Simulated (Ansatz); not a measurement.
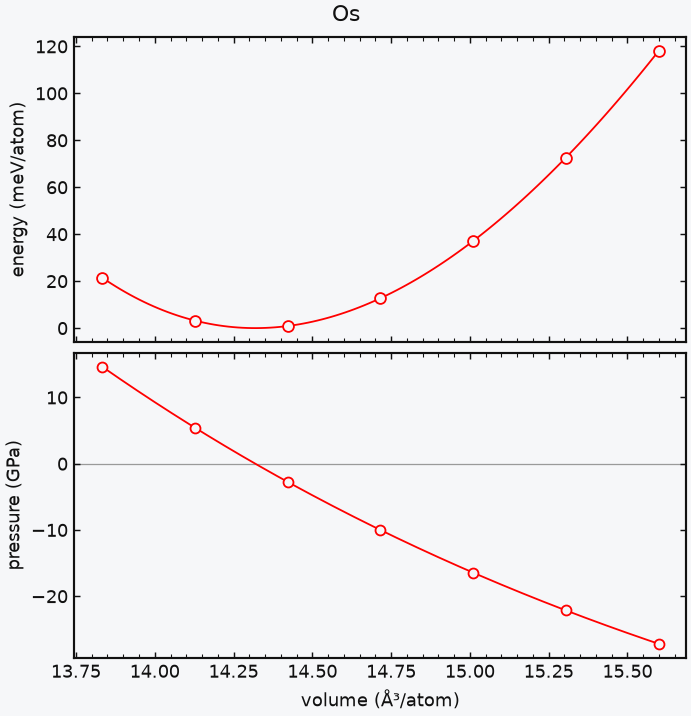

How it was computed, with Ansatz 0.2.0: plane-wave DFT, no spin polarisation; energies at scaled volumes of the given cell, shape and fractions fixed, counted from the fit's minimum, third-order Birch-Murnaghan fit. Level: PBE.

```csv
setting,value
k mesh,12×12×12
occupations,Fermi–Dirac
smearing width,0.05 eV
potentials,Ansatz PAW
wave cutoff,420 eV
density cutoff,1680 eV
```

Cell as given: a = 2.751 Å, b = 2.751 Å, c = 2.751 Å, α = 60.00°, β = 60.00°, γ = 60.00°; 1 atom.

Figure. Energy and pressure against volume for Os, space group Fm-3m (No. 225).

A third-order Birch–Murnaghan fit gives V0 = 14.32 Å³/atom, B0 = 391 GPa and B′ = 4.8. The energy is 21 meV/atom at volume 13.83 Å³/atom and 118 meV/atom at 15.60 Å³/atom; the lowest computed point is at volume 14.42 Å³/atom (1 meV/atom), and no other minimum shows. The pressure falls from 14.65 GPa at volume 13.83 Å³/atom to −27.18 GPa at 15.60 Å³/atom, and changes sign near 14.32 Å³/atom.
